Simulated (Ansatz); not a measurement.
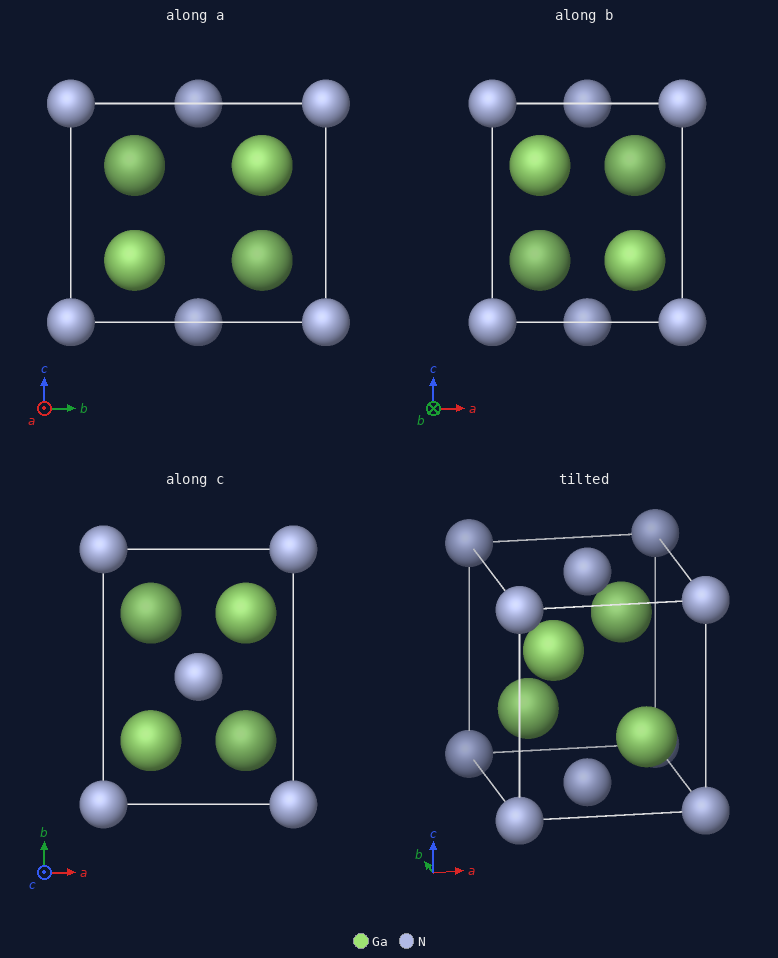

The crystal in a spheres-only representation, seen along the a axis, along the b axis, along the c axis and slightly off an axis. The outline marks the conventional unit cell.

Lattice parameters: a = 3.7847 Å, b = 5.0844 Å, c = 4.3587 Å, α = 90.000°, β = 90.000°, γ = 90.000°.

### Give the structure in the form of a CIF in P1 with every atom of the cell, with free fractional coordinates to two decimals.

```cif
data_structure
_symmetry_space_group_name_H-M 'P 1'
_symmetry_Int_Tables_number 1
_cell_length_a 3.7847
_cell_length_b 5.0844
_cell_length_c 4.3587
_cell_angle_alpha 90.000
_cell_angle_beta 90.000
_cell_angle_gamma 90.000
_cell_volume 83.88
loop_
_atom_site_label
_atom_site_type_symbol
_atom_site_fract_x
_atom_site_fract_y
_atom_site_fract_z
_atom_site_occupancy
Ga1 Ga 0.75 0.75 0.72 1
Ga2 Ga 0.25 0.75 0.28 1
N1 N 0.50 0.50 0.00 1
Ga3 Ga 0.25 0.25 0.72 1
Ga4 Ga 0.75 0.25 0.28 1
N2 N 0.00 0.00 0.00 1
```

Its origin is a structure type filled with these elements by a generator (whether the compound takes this form wasn't checked). Earlier steps of the study may have refined or changed the cell and positions. A calculation with Ansatz used it as input.
